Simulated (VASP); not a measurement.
# Ti: what the fields show

Input

```
SYSTEM = Ti
PREC = Accurate
ENCUT = 520
EDIFF = 1E-7
ISMEAR = 0
SIGMA = 0.1
LREAL = .False.
LASPH = .True.
NELM = 100
ALGO = Normal
ISIF = 2
LWAVE = .False.
LCHARG = .True.
METAGGA = R2SCAN
LMIXTAU = .True.
LELF = .True.
LVHAR = .True.
NBANDS = 32
ISTART = 1
```

Launched as:

```sh
cat potpaw_PBE.64/Ti_sv/POTCAR > POTCAR
cp INCAR.step1 INCAR
mpirun -np 1 vasp_std > vasp.out
cp INCAR.step2 INCAR
mpirun -np 1 vasp_std > vasp.out
```

Below, planes, directions and counts refer to the conventional cell (a = 3.76 Å, b = 4.02 Å, c = 9.78 Å, α = 90.00°, β = 90.00°, γ = 90.00°).

Space group Fmmm; a generated structure, not necessarily the stable one.

Method: Kohn-Sham DFT of a periodic cell, r2SCAN, VASP PAW PBE potentials, recommended (VASP 6.6.1).

In a PAW calculation such maps are meaningful between the atoms, not at the nuclei.

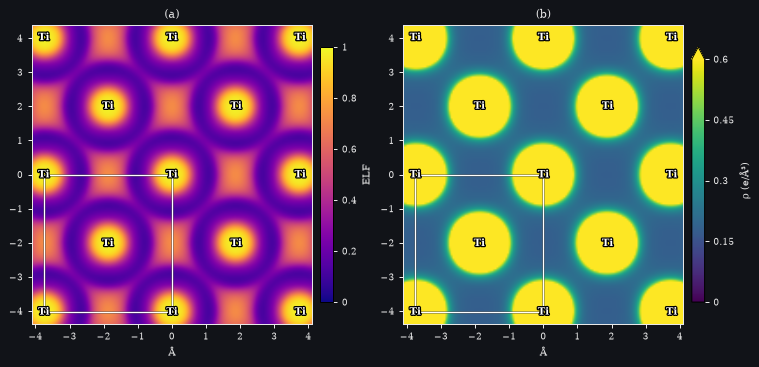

Figure 1. (a) ELF; (b) valence pseudo-density on the (001) plane of the conventional cell.

What do the fields say about this system?

- Atoms in the plane: Ti.
- Ti–Ti (2.75 Å): the density is about 0.22 e/Å³ at the midpoint; the ELF is about 0.25 at the midpoint; no localised pair shows between them.
- Between the atoms the lowest density in this plane is 0.18 e/Å³.
- The ELF has a maximum of about 0.70 in the space between the atoms, 1.9 Å from five Ti atoms, on no atom or two-centre bond.
- The features right at Ti lie inside the PAW spheres, where the map follows smoothed inner orbitals and isn't to be read closely.

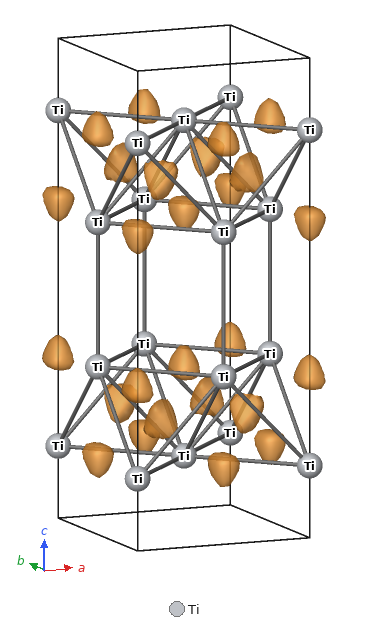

Figure 2. Isosurface of the ELF at 0.65 (orange), seen slightly off an axis. Core shells and regions of very low density are left out. Sticks mark near contacts.

What do the ELF domains correspond to?

At this value the surface marks out 16 pockets between the atoms, centred on no nucleus (multi-centre or interstitial), counted in one cell of 8 atoms. Any copies at cell faces, edges or corners count once. There are no localised bonds or lone pairs at this value. Profiles from the grid: Ti–Ti (2.71 Å): the ELF is about 0.20 at the midpoint: no shared electron pair shows on this line.
